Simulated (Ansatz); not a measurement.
# Calculations on ZnSe

## 1. One mode

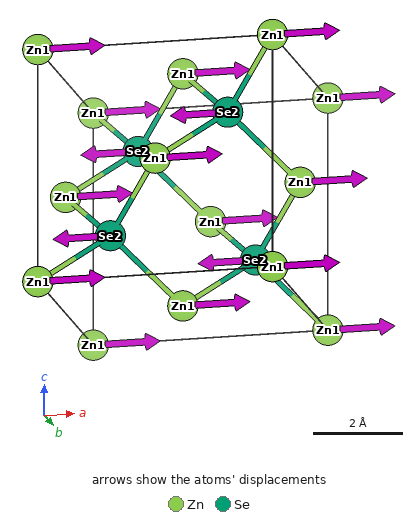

One vibrational mode of a crystal of ZnSe relaxed at 5 GPa at the zone centre. The purple arrows are the displacements of the atoms (eigenvector over the root of the mass), of arbitrary overall length and sign. Style: ball-and-stick. Shown: the conventional cell (4 times the calculation's cell), from a free direction. Lengths and directions refer to the drawn axes.

Method: Ansatz 0.2.0, DFT LDA, scalar-relativistic, plane waves, PAW. (plane-wave cutoff 420 eV; k-point mesh 8 × 8 × 8; occupations fixed; target pressure 5 GPa; no spin polarisation)

Frequencies are those without the non-analytic (LO–TO) term.

Describe the mode and give its frequency.

This is the T₂ mode (triply degenerate; one member of the set is drawn) at 241 cm⁻¹, the only optical level, infrared- and Raman-active by symmetry. The Zn sublattice moves against the Se sublattice, along a; the kinetic energy is shared as Zn 55 %, Se 45 %. Its infrared intensity is 6.8 (D/Å)²/amu for the set. The value is the transverse one; the longitudinal partner lies at 272 cm⁻¹.

## 2. One mode

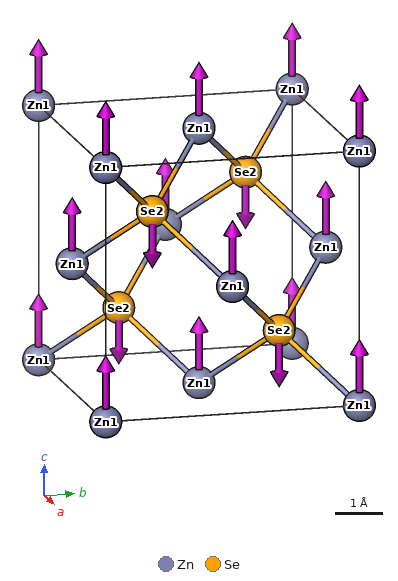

One vibrational mode of crystalline ZnSe at 1.02 times its rest volume at the zone centre. Displacements are drawn as purple arrows; their common scale and sign are arbitrary. A ball-and-stick model of the conventional cell (4 times the calculation's cell), seen slightly off an axis. Lengths and directions refer to the drawn axes.

Theory: Ansatz, DFT LDA, scalar-relativistic, plane waves, PAW. Set-up: plane-wave cutoff 420 eV; k-point mesh 8 × 8 × 8; occupations fixed; no spin polarisation.

Frequencies are those without the non-analytic (LO–TO) term.

**Give the symmetry, activity and frequency of this mode.**

This is the T₂ mode (triply degenerate; one member of the set is drawn) at 211 cm⁻¹, the only optical level, infrared- and Raman-active by symmetry. The Zn sublattice moves against the Se sublattice, along c; the kinetic energy is shared as Zn 55 %, Se 45 %. Its infrared intensity is 7.8 (D/Å)²/amu for the set. The value is the transverse one; the longitudinal partner lies at 247 cm⁻¹.

## 3. Softest mode

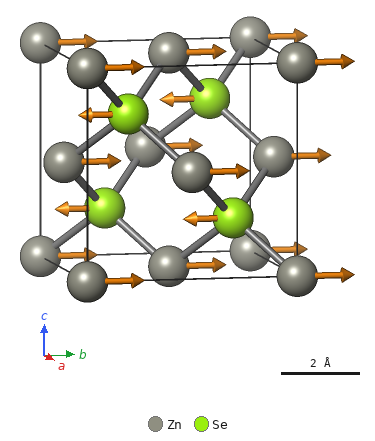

The lowest optical mode of a crystal of ZnSe, space group F-43m (No. 216), at the zone centre. The orange arrows give the relative displacements of the atoms. The picture is a ball-and-stick view of the conventional cell (4 times the calculation's cell), seen slightly off an axis. Lengths and directions refer to the drawn axes.

Theory: Ansatz, DFT LDA, scalar-relativistic, plane waves, PAW. (plane-wave cutoff 420 eV; k-point mesh 8 × 8 × 8; occupations fixed; no spin polarisation)

Frequencies are those without the non-analytic (LO–TO) term.

Question: Is the structure stable against all modes at this point?

Answer: Yes: this softest mode has a real frequency, and so have all others here. That speaks for this wave vector alone: the rest of the zone wasn't checked in this run. This is the T₂ mode (triply degenerate; one member of the set is drawn) at 218 cm⁻¹, the only optical level, infrared- and Raman-active by symmetry. The Zn sublattice moves against the Se sublattice, along b; the kinetic energy is shared as Zn 55 %, Se 45 %. Its infrared intensity is 7.5 (D/Å)²/amu for the set. The value is the transverse one; the longitudinal partner lies at 253 cm⁻¹.

## 4. Softest mode

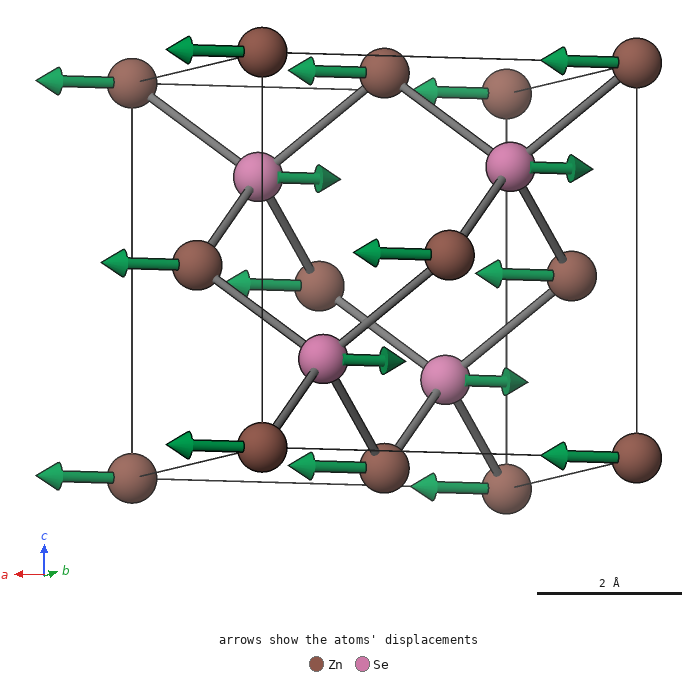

The lowest optical mode of crystalline ZnSe at 0.98 times its rest volume, space group F-43m (No. 216), at the zone centre. Displacements are drawn as green arrows; their common scale and sign are arbitrary. A ball-and-stick model of the conventional cell (4 times the calculation's cell), seen from a free direction. Lengths and directions refer to the drawn axes.

All numbers below come from DFT LDA, scalar-relativistic, plane waves, PAW (Ansatz 0.2.0). (plane-wave cutoff 420 eV; k-point mesh 8 × 8 × 8; occupations fixed; no spin polarisation)

Frequencies are those without the non-analytic (LO–TO) term.

Question: Is this crystal at a minimum with respect to the drawn distortion?

Answer: Yes: this softest mode has a real frequency, and so have all others here. That speaks for this wave vector alone: the rest of the zone wasn't checked in this run. This is the T₂ mode (triply degenerate; one member of the set is drawn) at 225 cm⁻¹, the only optical level, infrared- and Raman-active by symmetry. The Zn sublattice moves against the Se sublattice, along a; the kinetic energy is shared as Zn 55 %, Se 45 %. Its infrared intensity is 7.3 (D/Å)²/amu for the set. The value is the transverse one; the longitudinal partner lies at 259 cm⁻¹.
